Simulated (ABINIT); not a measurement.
**Projected density-of-states run, with input and output: Bi (part 3 of 5)**

The same run, continued: Bi (slab, 4 atoms in the cell); Kohn-Sham DFT of a periodic cell, RPBE, JTH PAW PBE v2.0, no spin polarisation (ABINIT 10.8.3); cutoff 598.65 eV, 7×7×1 k-mesh, fermi-dirac of 0.05 eV. The structure derives from an entry of the Crystallography Open Database.

Geometry of the input (Å; fractional positions):
```
4.5390  0.0000  0.0000
-2.2695  3.9309  0.0000
0.0000  0.0000  32.7435
Bi 0.6667  0.3333  0.2291
Bi 0.3333  0.6667  0.4097
Bi 0.6667  0.3333  0.5903
Bi 0.3333  0.6667  0.7709
```

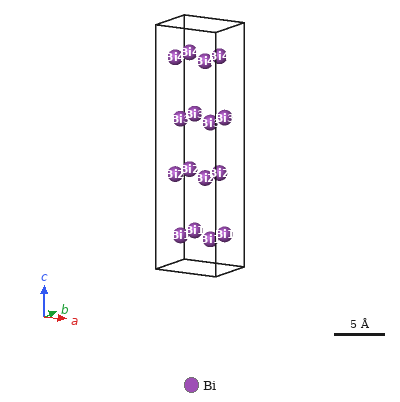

**Figure 1.** The input geometry (spheres-only view of the 2 × 2 repeat of the cell, with the vacuum cut short, seen slightly off an axis; atoms are numbered from 1 in the order of the input). An atom can appear more than once, as a periodic image.

**Output, continued**
```
     iter   Etot(hartree)      deltaE(h)  residm     vres2
 Non-SCF case, kpt    1 (  0.00000  0.00000  0.00000), residuals and eigenvalues=
  6.69E-11  7.30E-11  4.80E-11  9.32E-11  5.27E-11  5.43E-11  5.85E-11  7.47E-11
  6.93E-11  9.86E-11  9.51E-11  9.75E-11  6.68E-11  7.63E-11  8.86E-11  9.74E-11
  6.98E-11  9.32E-11  4.88E-11  7.01E-11  5.94E-11  8.13E-11  4.60E-11  5.19E-11
  9.75E-11  3.25E-11  4.63E-11  4.40E-11  3.88E-11  5.90E-11  4.50E-11  9.62E-11
  3.83E-11  9.21E-11  5.36E-11  7.33E-11  7.87E-11  2.60E-11  9.25E-11  1.31E-07
 -9.1381E-01 -9.1381E-01 -9.1381E-01 -9.1381E-01 -9.1373E-01 -9.1373E-01
 -9.1373E-01 -9.1373E-01 -9.1291E-01 -9.1291E-01 -9.1291E-01 -9.1291E-01
 -9.1284E-01 -9.1284E-01 -9.1284E-01 -9.1284E-01 -9.1270E-01 -9.1270E-01
 -9.1263E-01 -9.1263E-01 -4.5144E-01 -4.5133E-01 -4.5121E-01 -4.5114E-01
 -1.0061E-01 -9.6711E-02 -9.1408E-02 -8.6591E-02 -2.0605E-02 -2.0605E-02
 -2.0471E-02 -2.0471E-02 -2.0333E-02 -2.0333E-02 -2.0255E-02 -2.0255E-02
  4.7292E-02  5.5934E-02  6.8764E-02  8.6486E-02
 Non-SCF case, kpt    2 (  0.10000  0.00000  0.00000), residuals and eigenvalues=
  8.98E-11  9.61E-11  6.08E-11  7.60E-11  4.80E-11  8.12E-11  8.00E-11  8.07E-11
  8.25E-11  7.94E-11  7.16E-11  9.99E-11  7.01E-11  7.06E-11  8.64E-11  9.15E-11
  6.66E-11  7.64E-11  9.04E-11  6.17E-11  4.64E-11  5.19E-11  8.64E-11  3.96E-11
  4.91E-11  4.81E-11  2.06E-11  2.89E-11  5.19E-11  3.53E-11  3.18E-11  1.49E-11
  5.26E-11  1.67E-11  7.38E-11  1.65E-11  6.56E-11  7.66E-11  2.89E-11  9.32E-07
 -9.1381E-01 -9.1381E-01 -9.1379E-01 -9.1379E-01 -9.1373E-01 -9.1373E-01
 -9.1371E-01 -9.1371E-01 -9.1292E-01 -9.1292E-01 -9.1291E-01 -9.1291E-01
 -9.1285E-01 -9.1285E-01 -9.1284E-01 -9.1284E-01 -9.1269E-01 -9.1269E-01
 -9.1262E-01 -9.1262E-01 -4.5038E-01 -4.5026E-01 -4.5015E-01 -4.5008E-01
 -9.8351E-02 -9.4557E-02 -8.9400E-02 -8.4720E-02 -3.7933E-02 -3.7622E-02
 -3.7371E-02 -3.7262E-02 -2.3489E-02 -2.3315E-02 -2.3129E-02 -2.3011E-02
  5.7940E-02  6.5930E-02  7.7711E-02  9.8137E-02
 Non-SCF case, kpt    3 (  0.20000  0.00000  0.00000), residuals and eigenvalues=
  7.01E-11  5.72E-11  8.93E-11  6.47E-11  6.82E-11  5.32E-11  7.44E-11  6.62E-11
  6.65E-11  9.08E-11  5.22E-11  9.68E-11  8.82E-11  6.62E-11  8.17E-11  8.16E-11
  9.65E-11  6.93E-11  9.09E-11  7.09E-11  4.64E-11  9.62E-11  9.08E-11  8.60E-11
  8.86E-11  5.49E-11  1.82E-11  8.71E-11  3.73E-11  2.54E-11  6.63E-11  8.97E-11
  4.96E-11  4.54E-11  4.36E-11  4.53E-11  4.85E-11  2.91E-11  2.71E-11  1.90E-06
 -9.1381E-01 -9.1381E-01 -9.1373E-01 -9.1373E-01 -9.1372E-01 -9.1372E-01
 -9.1364E-01 -9.1364E-01 -9.1294E-01 -9.1294E-01 -9.1292E-01 -9.1292E-01
 -9.1287E-01 -9.1287E-01 -9.1285E-01 -9.1285E-01 -9.1265E-01 -9.1265E-01
 -9.1259E-01 -9.1259E-01 -4.4750E-01 -4.4740E-01 -4.4730E-01 -4.4724E-01
 -9.2005E-02 -8.8600E-02 -8.3969E-02 -7.9686E-02 -6.9242E-02 -6.8697E-02
 -6.8331E-02 -6.8227E-02 -3.0461E-02 -3.0227E-02 -2.9967E-02 -2.9788E-02
  7.4669E-02  8.1530E-02  9.1186E-02  1.1120E-01
 Non-SCF case, kpt    4 (  0.30000  0.00000  0.00000), residuals and eigenvalues=
  6.38E-11  6.63E-11  5.70E-11  8.48E-11  5.29E-11  8.79E-11  6.14E-11  9.53E-11
  7.57E-11  5.42E-11  6.49E-11  6.30E-11  6.40E-11  7.06E-11  8.47E-11  9.30E-11
  9.80E-11  5.16E-11  7.19E-11  6.66E-11  7.46E-11  6.97E-11  3.45E-11  8.98E-11
  4.09E-11  8.24E-11  3.39E-11  7.65E-11  5.65E-11  6.78E-11  2.22E-11  3.45E-11
  3.14E-11  7.74E-11  5.28E-11  2.43E-11  9.77E-11  4.55E-10  4.37E-09  1.04E-05
 -9.1381E-01 -9.1381E-01 -9.1374E-01 -9.1374E-01 -9.1364E-01 -9.1364E-01
 -9.1356E-01 -9.1356E-01 -9.1297E-01 -9.1297E-01 -9.1293E-01 -9.1293E-01
 -9.1290E-01 -9.1290E-01 -9.1285E-01 -9.1285E-01 -9.1261E-01 -9.1261E-01
 -9.1254E-01 -9.1254E-01 -4.4376E-01 -4.4368E-01 -4.4359E-01 -4.4355E-01
 -9.7578E-02 -9.7347E-02 -9.6960E-02 -9.6580E-02 -8.2735E-02 -7.9667E-02
 -7.5833E-02 -7.2632E-02 -3.8202E-02 -3.7926E-02 -3.7614E-02 -3.7391E-02
  9.2277E-02  9.7342E-02  1.0373E-01  1.1656E-01
 Non-SCF case, kpt    5 (  0.40000  0.00000  0.00000), residuals and eigenvalues=
  5.87E-11  7.21E-11  7.28E-11  6.14E-11  9.42E-11  7.42E-11  7.56E-11  8.35E-11
  5.48E-11  6.10E-11  9.68E-11  4.04E-11  8.19E-11  7.17E-11  7.42E-11  5.93E-11
  9.11E-11  9.71E-11  6.84E-11  4.72E-11  4.41E-11  5.48E-11  5.42E-11  7.88E-11
  6.54E-11  5.86E-11  6.09E-11  6.07E-11  5.59E-11  9.26E-11  4.33E-11  5.09E-11
  5.93E-11  8.04E-11  3.31E-11  6.62E-11  9.00E-08  1.65E-08  3.56E-07  4.56E-06
 -9.1382E-01 -9.1382E-01 -9.1374E-01 -9.1374E-01 -9.1358E-01 -9.1358E-01
 -9.1350E-01 -9.1350E-01 -9.1299E-01 -9.1299E-01 -9.1293E-01 -9.1293E-01
 -9.1292E-01 -9.1292E-01 -9.1286E-01 -9.1286E-01 -9.1257E-01 -9.1257E-01
 -9.1250E-01 -9.1250E-01 -4.4056E-01 -4.4050E-01 -4.4044E-01 -4.4042E-01
 -1.1645E-01 -1.1617E-01 -1.1580E-01 -1.1550E-01 -7.3700E-02 -7.1624E-02
 -6.9073E-02 -6.7020E-02 -4.3915E-02 -4.3617E-02 -4.3278E-02 -4.3031E-02
  1.0559E-01  1.0642E-01  1.1009E-01  1.1437E-01
 Non-SCF case, kpt    6 (  0.50000  0.00000  0.00000), residuals and eigenvalues=
  6.23E-11  8.53E-11  7.64E-11  7.81E-11  5.71E-11  6.44E-11  6.49E-11  8.06E-11
  8.86E-11  8.19E-11  8.17E-11  7.45E-11  7.06E-11  6.11E-11  6.74E-11  4.68E-11
  5.28E-11  5.89E-11  6.35E-11  6.08E-11  7.24E-11  1.68E-11  2.24E-11  7.22E-11
  4.19E-11  3.55E-11  5.17E-11  6.43E-11  3.35E-11  3.94E-11  5.36E-11  2.40E-11
  6.47E-11  5.98E-11  7.75E-11  7.79E-11  1.92E-08  3.03E-07  8.14E-08  5.09E-07
 -9.1382E-01 -9.1382E-01 -9.1374E-01 -9.1374E-01 -9.1355E-01 -9.1355E-01
 -9.1347E-01 -9.1347E-01 -9.1300E-01 -9.1300E-01 -9.1293E-01 -9.1293E-01
 -9.1293E-01 -9.1293E-01 -9.1286E-01 -9.1286E-01 -9.1255E-01 -9.1255E-01
 -9.1249E-01 -9.1249E-01 -4.3929E-01 -4.3924E-01 -4.3919E-01 -4.3918E-01
 -1.2310E-01 -1.2281E-01 -1.2245E-01 -1.2216E-01 -6.9307E-02 -6.7973E-02
 -6.6412E-02 -6.5225E-02 -4.5989E-02 -4.5684E-02 -4.5336E-02 -4.5082E-02
  1.0472E-01  1.0472E-01  1.1085E-01  1.1304E-01
 Non-SCF case, kpt    7 (  0.10000  0.10000  0.00000), residuals and eigenvalues=
  5.23E-11  5.45E-11  9.29E-11  5.93E-11  9.28E-11  7.87E-11  8.19E-11  5.45E-11
  8.26E-11  5.35E-11  6.20E-11  5.50E-11  7.44E-11  5.20E-11  5.65E-11  7.71E-11
  8.59E-11  9.03E-11  6.08E-11  7.84E-11  5.70E-11  5.19E-11  7.51E-11  7.59E-11
  2.70E-11  2.95E-11  6.73E-11  7.14E-11  6.01E-11  9.33E-11  4.85E-11  2.53E-11
  2.22E-11  9.33E-11  4.42E-11  1.97E-11  4.31E-11  4.18E-11  5.01E-11  5.80E-07
 -9.1381E-01 -9.1381E-01 -9.1375E-01 -9.1375E-01 -9.1373E-01 -9.1373E-01
 -9.1367E-01 -9.1367E-01 -9.1293E-01 -9.1293E-01 -9.1292E-01 -9.1292E-01
 -9.1286E-01 -9.1286E-01 -9.1285E-01 -9.1285E-01 -9.1266E-01 -9.1266E-01
 -9.1260E-01 -9.1260E-01 -4.4841E-01 -4.4830E-01 -4.4819E-01 -4.4813E-01
 -9.4041E-02 -9.0483E-02 -8.5648E-02 -8.1239E-02 -5.9835E-02 -5.9384E-02
 -5.9035E-02 -5.8901E-02 -2.9888E-02 -2.9735E-02 -2.9572E-02 -2.9471E-02
  7.0530E-02  7.7699E-02  8.7914E-02  1.0897E-01
 Non-SCF case, kpt    8 (  0.20000  0.10000  0.00000), residuals and eigenvalues=
  8.23E-11  6.00E-11  7.32E-11  6.58E-11  7.01E-11  7.02E-11  7.55E-11  8.12E-11
  6.05E-11  6.74E-11  6.16E-11  5.04E-11  8.52E-11  5.04E-11  9.98E-11  9.67E-11
  9.91E-11  7.74E-11  5.18E-11  6.81E-11  5.41E-11  5.95E-11  8.79E-11  4.66E-11
  8.91E-11  6.97E-11  6.26E-11  6.02E-11  8.01E-11  8.52E-11  3.58E-11  5.52E-11
  6.15E-11  3.45E-11  4.80E-11  1.11E-11  6.78E-11  3.78E-11  8.92E-11  5.31E-06
 -9.1380E-01 -9.1380E-01 -9.1372E-01 -9.1372E-01 -9.1368E-01 -9.1368E-01
 -9.1360E-01 -9.1360E-01 -9.1296E-01 -9.1296E-01 -9.1293E-01 -9.1293E-01
 -9.1288E-01 -9.1288E-01 -9.1285E-01 -9.1285E-01 -9.1262E-01 -9.1262E-01
 -9.1256E-01 -9.1256E-01 -4.4508E-01 -4.4499E-01 -4.4490E-01 -4.4486E-01
 -8.7124E-02 -8.6710E-02 -8.6358E-02 -8.5383E-02 -8.4780E-02 -8.1978E-02
 -7.8224E-02 -7.4948E-02 -4.0396E-02 -4.0180E-02 -3.9943E-02 -3.9779E-02
  8.7458E-02  9.3282E-02  1.0096E-01  1.1748E-01
 Non-SCF case, kpt    9 (  0.30000  0.10000  0.00000), residuals and eigenvalues=
  6.53E-11  9.45E-11  7.76E-11  8.91E-11  7.21E-11  6.56E-11  8.14E-11  8.83E-11
  9.73E-11  7.54E-11  6.31E-11  5.98E-11  6.51E-11  6.81E-11  9.09E-11  8.71E-11
  8.12E-11  9.10E-11  8.59E-11  6.69E-11  5.22E-11  3.86E-11  6.51E-11  8.47E-11
  6.50E-11  8.30E-11  8.51E-11  8.80E-11  8.23E-11  6.46E-11  6.60E-11  6.70E-11
  2.70E-11  3.25E-11  1.61E-11  5.27E-11  1.10E-08  8.74E-08  1.58E-07  1.17E-05
 -9.1380E-01 -9.1380E-01 -9.1372E-01 -9.1372E-01 -9.1361E-01 -9.1361E-01
 -9.1353E-01 -9.1353E-01 -9.1298E-01 -9.1298E-01 -9.1293E-01 -9.1293E-01
 -9.1291E-01 -9.1291E-01 -9.1286E-01 -9.1286E-01 -9.1258E-01 -9.1258E-01
 -9.1252E-01 -9.1252E-01 -4.4158E-01 -4.4151E-01 -4.4144E-01 -4.4141E-01
 -1.0754E-01 -1.0727E-01 -1.0690E-01 -1.0659E-01 -7.6874E-02 -7.4377E-02
 -7.1261E-02 -6.8697E-02 -4.9726E-02 -4.9450E-02 -4.9145E-02 -4.8931E-02
  1.0674E-01  1.0925E-01  1.1190E-01  1.1919E-01
 Non-SCF case, kpt   10 (  0.40000  0.10000  0.00000), residuals and eigenvalues=
  8.21E-11  8.10E-11  8.21E-11  7.47E-11  8.87E-11  6.17E-11  8.93E-11  9.83E-11
  7.25E-11  6.13E-11  9.59E-11  8.18E-11  6.75E-11  8.46E-11  9.79E-11  7.42E-11
  5.57E-11  9.68E-11  6.11E-11  7.03E-11  5.99E-11  6.98E-11  6.10E-11  5.47E-11
  8.21E-11  9.42E-11  4.92E-11  7.73E-11  8.48E-11  4.48E-11  8.57E-12  5.15E-11
  7.82E-11  4.26E-11  4.53E-11  8.06E-11  3.97E-09  7.56E-09  1.53E-07  2.45E-04
 -9.1380E-01 -9.1380E-01 -9.1372E-01 -9.1372E-01 -9.1357E-01 -9.1357E-01
 -9.1349E-01 -9.1349E-01 -9.1299E-01 -9.1299E-01 -9.1294E-01 -9.1294E-01
 -9.1292E-01 -9.1292E-01 -9.1287E-01 -9.1287E-01 -9.1255E-01 -9.1255E-01
 -9.1249E-01 -9.1249E-01 -4.3931E-01 -4.3926E-01 -4.3921E-01 -4.3920E-01
 -1.1936E-01 -1.1907E-01 -1.1871E-01 -1.1842E-01 -6.9666E-02 -6.8194E-02
 -6.6435E-02 -6.5059E-02 -5.4964E-02 -5.4653E-02 -5.4319E-02 -5.4089E-02
  1.1024E-01  1.1052E-01  1.1597E-01  1.2300E-01
 Non-SCF case, kpt   11 (  0.20000  0.20000  0.00000), residuals and eigenvalues=
  8.80E-11  9.61E-11  7.41E-11  8.04E-11  5.48E-11  7.45E-11  9.82E-11  7.05E-11
  7.30E-11  6.83E-11  9.77E-11  5.16E-11  9.22E-11  7.48E-11  8.70E-11  7.84E-11
  9.71E-11  9.82E-11  8.34E-11  7.16E-11  6.31E-11  9.98E-11  4.40E-11  6.58E-11
  9.69E-11  6.62E-11  4.58E-11  7.60E-11  5.44E-11  4.62E-11  8.17E-11  6.79E-11
  2.59E-11  5.89E-11  3.76E-11  3.71E-11  2.05E-09  1.60E-07  2.76E-07  5.94E-05
 -9.1378E-01 -9.1378E-01 -9.1370E-01 -9.1370E-01 -9.1364E-01 -9.1364E-01
 -9.1356E-01 -9.1356E-01 -9.1297E-01 -9.1297E-01 -9.1294E-01 -9.1294E-01
 -9.1290E-01 -9.1290E-01 -9.1287E-01 -9.1287E-01 -9.1259E-01 -9.1259E-01
 -9.1252E-01 -9.1252E-01 -4.4197E-01 -4.4190E-01 -4.4182E-01 -4.4180E-01
 -1.0105E-01 -1.0081E-01 -1.0046E-01 -1.0015E-01 -7.8053E-02 -7.5398E-02
 -7.2088E-02 -6.9351E-02 -5.7018E-02 -5.6792E-02 -5.6557E-02 -5.6397E-02
  1.0671E-01  1.1015E-01  1.1327E-01  1.2159E-01
 Non-SCF case, kpt   12 (  0.30000  0.20000  0.00000), residuals and eigenvalues=
  7.67E-11  6.13E-11  7.50E-11  9.19E-11  9.70E-11  5.17E-11  6.41E-11  4.78E-11
  7.98E-11  9.39E-11  6.89E-11  7.06E-11  5.76E-11  8.63E-11  7.07E-11  5.22E-11
  6.67E-11  6.60E-11  9.05E-11  8.50E-11  7.38E-11  5.79E-11  5.64E-11  8.40E-11
  7.75E-11  9.75E-11  6.64E-11  5.94E-11  2.32E-11  3.45E-11  8.57E-11  4.44E-11
  6.53E-11  3.54E-11  2.54E-11  2.27E-11  2.53E-08  3.61E-08  9.78E-07  1.37E-06
 -9.1375E-01 -9.1375E-01 -9.1367E-01 -9.1367E-01 -9.1361E-01 -9.1361E-01
 -9.1353E-01 -9.1353E-01 -9.1298E-01 -9.1298E-01 -9.1295E-01 -9.1295E-01
 -9.1291E-01 -9.1291E-01 -9.1288E-01 -9.1288E-01 -9.1256E-01 -9.1256E-01
 -9.1249E-01 -9.1249E-01 -4.3934E-01 -4.3929E-01 -4.3924E-01 -4.3923E-01
 -1.1091E-01 -1.1063E-01 -1.1029E-01 -1.1001E-01 -7.0816E-02 -7.0761E-02
 -7.0485E-02 -6.9983E-02 -6.9730E-02 -6.8167E-02 -6.6256E-02 -6.4770E-02
  1.1966E-01  1.1983E-01  1.2251E-01  1.2813E-01
 Non-SCF case, kpt   13 (  0.40000  0.20000  0.00000), residuals and eigenvalues=
  9.99E-11  3.94E-11  5.70E-11  7.99E-11  8.53E-11  7.50E-11  6.27E-11  5.52E-11
  6.32E-11  8.45E-11  6.49E-11  5.53E-11  7.23E-11  7.83E-11  9.14E-11  7.22E-11
  8.88E-11  6.37E-11  4.85E-11  7.71E-11  6.30E-11  8.06E-11  7.36E-11  4.84E-11
  7.56E-11  8.42E-11  4.61E-11  7.18E-11  2.16E-11  2.85E-11  2.63E-11  2.22E-11
  2.91E-11  3.33E-11  7.73E-11  6.19E-11  9.15E-11  3.19E-11  4.67E-11  3.22E-09
 -9.1374E-01 -9.1374E-01 -9.1366E-01 -9.1366E-01 -9.1360E-01 -9.1360E-01
 -9.1352E-01 -9.1352E-01 -9.1299E-01 -9.1299E-01 -9.1295E-01 -9.1295E-01
 -9.1292E-01 -9.1292E-01 -9.1288E-01 -9.1288E-01 -9.1255E-01 -9.1255E-01
 -9.1248E-01 -9.1248E-01 -4.3831E-01 -4.3827E-01 -4.3822E-01 -4.3822E-01
 -1.1437E-01 -1.1408E-01 -1.1373E-01 -1.1345E-01 -7.5798E-02 -7.5558E-02
 -7.5213E-02 -7.4917E-02 -6.6274E-02 -6.5281E-02 -6.4232E-02 -6.3522E-02
  1.1723E-01  1.1895E-01  1.2459E-01  1.3425E-01
 Non-SCF case, kpt   14 (  0.30000  0.30000  0.00000), residuals and eigenvalues=
  6.56E-11  5.64E-11  4.62E-11  7.64E-11  5.59E-11  8.21E-11  7.70E-11  7.67E-11
  7.54E-11  8.45E-11  8.64E-11  7.43E-11  5.48E-11  7.83E-11  8.02E-11  9.22E-11
  7.07E-11  6.91E-11  7.47E-11  9.63E-11  7.64E-11  6.70E-11  5.32E-11  5.10E-11
  7.28E-11  8.69E-11  6.67E-11  7.64E-11  9.81E-11  7.86E-11  9.88E-11  6.97E-11
  9.71E-11  2.77E-11  2.79E-11  1.91E-11  1.62E-10  6.51E-10  6.26E-09  7.46E-06
 -9.1370E-01 -9.1370E-01 -9.1363E-01 -9.1363E-01 -9.1362E-01 -9.1362E-01
 -9.1355E-01 -9.1355E-01 -9.1298E-01 -9.1298E-01 -9.1296E-01 -9.1296E-01
 -9.1291E-01 -9.1291E-01 -9.1289E-01 -9.1289E-01 -9.1255E-01 -9.1255E-01
 -9.1248E-01 -9.1248E-01 -4.3792E-01 -4.3790E-01 -4.3785E-01 -4.3785E-01
 -1.0652E-01 -1.0625E-01 -1.0592E-01 -1.0566E-01 -9.0002E-02 -8.9761E-02
```
